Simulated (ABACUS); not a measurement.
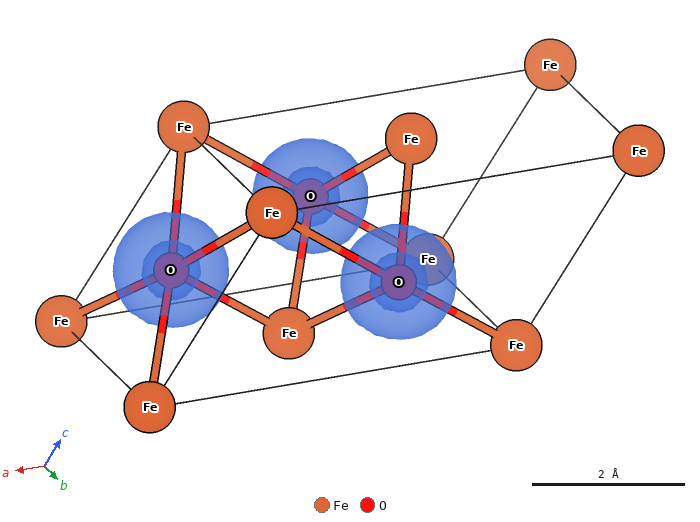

FeO. Isosurface of the electron localisation function at 0.75 (blue), seen at an oblique angle. Only the valence region is drawn (cores and ρ < 0.01 e/Å³ removed). Sticks mark near contacts.

Space group Cm; changed on purpose from its base cell (atoms moved at random by about 0.05 A); computed pressure about −9 GPa in this cell; spin-polarised.

These are results of ABACUS, Kohn-Sham DFT of a periodic cell, PBEsol, PseudoDojo NC SR 0.4.1 PBEsol standard, not measurements.

> Identify the bonds, lone pairs and shells in this picture.

The ELF exceeds this value in two regions wrapped around O (the valence shell of each), counted in one cell of 4 atoms. Any copies at cell faces, edges or corners count once. Along the contacts the grid gives the following. Fe–O (2.07 Å): the ELF peaks at about 0.85 in the valence shell of O, 0.6 Å from its nucleus, and is about 0.15 at the midpoint (no localised pair shows between them). Fe–O (2.15 Å): the ELF peaks at about 0.85 in the valence shell of O, 0.6 Å from its nucleus, and is about 0.15 at the midpoint (no shared electron pair shows on this line).
